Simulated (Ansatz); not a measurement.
Input

```
crystal:
  lattice:
    - [4.8056401735, 0.0, 0.0]
    - [0.0, 6.5971690279, 0.0]
    - [0.0, 0.0, 23.3236129434]
  atoms:
    - { symbol: Ta, position: [0.0, 0.6666666667, 0.3215625306] }
    - { symbol: Si, position: [0.2616281677, 0.0, 0.3499188416] }
    - { symbol: Si, position: [0.7383718323, 0.3333333333, 0.3499188416] }
    - { symbol: Si, position: [0.5, 0.6666666667, 0.3782751526] }
    - { symbol: Ta, position: [0.75, 0.0, 0.4107812653] }
    - { symbol: Ta, position: [0.25, 0.3333333333, 0.4107812653] }
    - { symbol: Si, position: [0.0, 0.6666666667, 0.4432873779] }
    - { symbol: Si, position: [0.7616281677, 0.3333333333, 0.471643689] }
    - { symbol: Si, position: [0.2383718323, 0.0, 0.471643689] }
    - { symbol: Ta, position: [0.5, 0.6666666667, 0.5] }
    - { symbol: Si, position: [0.7616281677, 0.0, 0.528356311] }
    - { symbol: Si, position: [0.2383718323, 0.3333333333, 0.528356311] }
    - { symbol: Si, position: [0.0, 0.6666666667, 0.5567126221] }
    - { symbol: Ta, position: [0.25, 0.0, 0.5892187347] }
    - { symbol: Ta, position: [0.75, 0.3333333333, 0.5892187347] }
    - { symbol: Si, position: [0.5, 0.6666666667, 0.6217248474] }
    - { symbol: Si, position: [0.2616281677, 0.3333333333, 0.6500811584] }
    - { symbol: Si, position: [0.7383718323, 0.0, 0.6500811584] }
    - { symbol: Ta, position: [0.0, 0.6666666667, 0.6784374694] }
basis:
  ecutwfc: 420
kpoints:
  mp_grid: { grid: [7, 6, 1] }
hamiltonian:
  xc: pbe
scf:
  occupations: { method: gaussian, width: 0.1 }
output:
  forces: true
  eigenvalues: true
  write_density: true
  write_potential: true
  elf: true
  volumetric_format: npy
relax:
  adjacent_minimum: "off"
  f_tol: 0.02
  max_steps: 60
efield:
  axis: 3
  dipole_correction: true
  ramp_width: 0.04
```

Run with:

```sh
ansatz run input.yaml --threads 2 --pin off --max-ram 5120MiB --backend cpu --events-out ev --progress --plain --runs-dir out
```

The fields are those of the run's last geometry, not of the input's.

Computed without spin polarisation.

These are results of DFT PBE, scalar-relativistic, plane waves, PAW in Ansatz 0.2.0, not measurements.

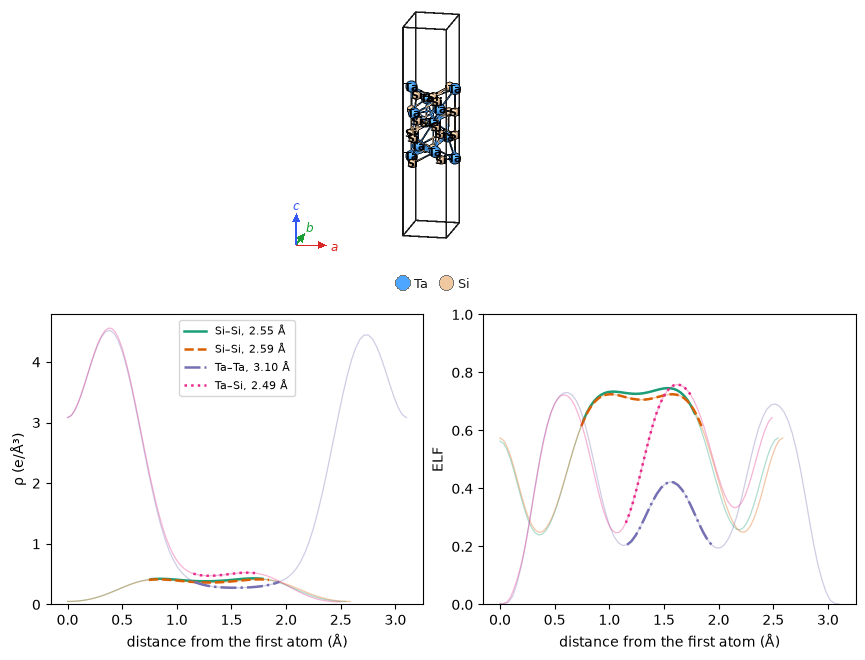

Ta$_{7}$Si$_{12}$ (slab). Valence pseudo-density and electron localisation function along straight lines between neighbouring atoms. Thin, pale parts lie inside the atomic spheres. The structure is drawn too.

Core electrons are frozen (PAW), and the valence fields are smoothed inside the atomic spheres.

Compare the contacts.

Answer. Si–Si (2.55 Å): ρ is about 0.38 e/Å³ halfway; the ELF peaks at about 0.75 between the atoms.
Si–Si (2.59 Å): ρ at the midpoint is about 0.36 e/Å³; the ELF peaks at about 0.70 between the atoms.
Ta–Ta (3.10 Å): ρ at the midpoint is about 0.28 e/Å³; the ELF is about 0.40 at the midpoint.
Ta–Si (2.49 Å): ρ at the midpoint is about 0.48 e/Å³; the ELF peaks at about 0.75 in the valence shell of Si, 0.9 Å from its nucleus, and is about 0.40 at the midpoint.
